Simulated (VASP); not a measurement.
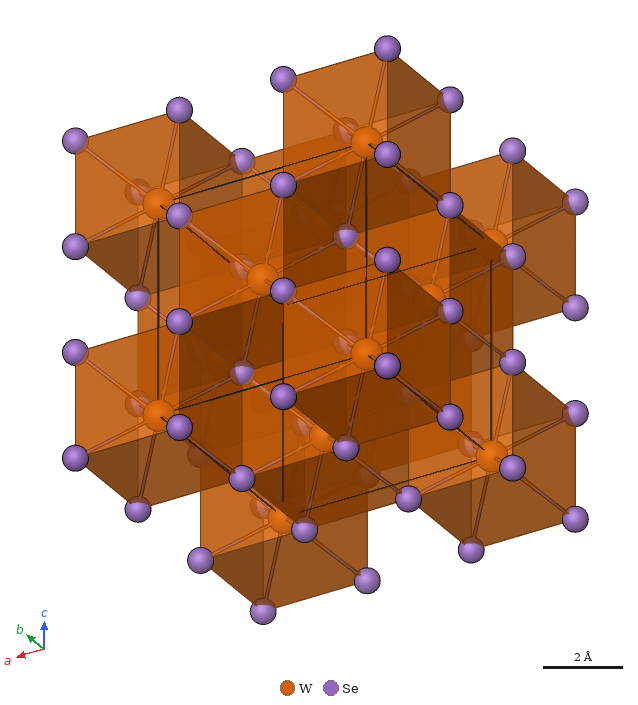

The crystal in a polyhedral representation, seen from a general direction. Atoms at the boundary of the conventional unit cell (the box) are drawn once for each face, edge or corner they touch. Some atoms of the next cells are drawn as well.

WSe₂, space group Fm-3m (No. 225), a = 6.18 Å, b = 6.18 Å, c = 6.18 Å, α = 90.00°, β = 90.00°, γ = 90.00°.

Computational set-up: VASP, DFT, PBE, plane waves, PAW, a cutoff energy of 520 eV, k-points about 0.22 Å⁻¹ apart, Fermi-Dirac smearing of 0.02 eV.

Question: Metal or not?

Answer: A metal: bands cross the Fermi level.

Question: How far is the cell from zero pressure?

Answer: The computed pressure is 0.8 GPa (compressed: it would expand).

The structure was taken from a structure type filled with these elements by a generator (whether the compound takes this form wasn't checked). Earlier steps of the study may have refined or changed the cell and positions. It was run through VASP as a DFT input.
